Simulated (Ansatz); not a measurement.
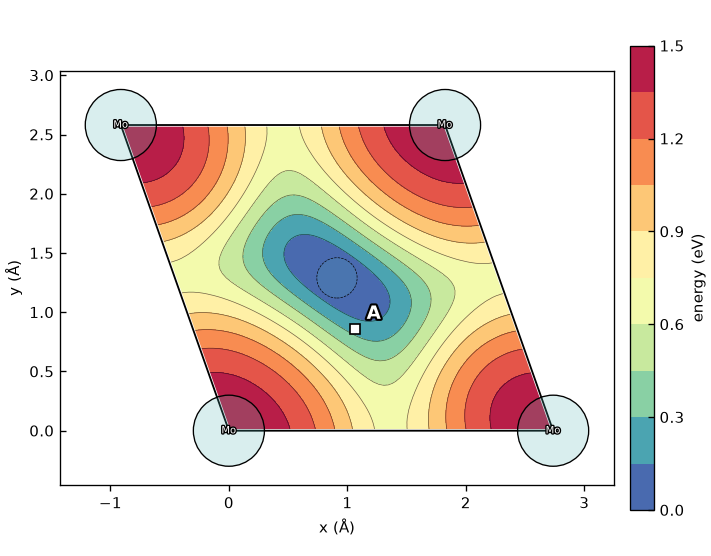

Si on a Mo(110) slab cut from the Im-3m phase, its upper half relaxed before the scan (12 atoms of substrate and one adsorbate in a 2 × 2 cell). Si is moved over the surface cell; relaxed at each place: the height of the adsorbate's atoms; substrate rigid; the origin of the map has the adsorbate above Mo9. Places are given modulo a cell vector. The map is drawn in real space over the plane of the surface. The grid has 6 × 6 points; 13 points were computed and 23 follow by symmetry. Places are given in fractions of the 1 × 1 surface cell. Energies are in eV, from the lowest grid point. Computed with Ansatz, DFT PBE, scalar-relativistic, plane waves, PAW. Settings: cutoff 420 eV, k-mesh 5×5×1, gaussian smearing 0.1 eV, no spin polarisation.

In the figure: filled contours, labelled circles for the atoms of the top layer and small ones for the second layer, the outline of one cell of the plane, the point A. Between grid points the surface is interpolated.

Is A at rest? If not, where is it pushed?

A, at (3/6, 2/6) of the cell vectors, is not a stationary point. The computed force is 1.2 eV/Å in the plane, pointing up and right in the picture (components 0.5 and 1.1 eV/Å).

PAW datasets: the set soft_1.
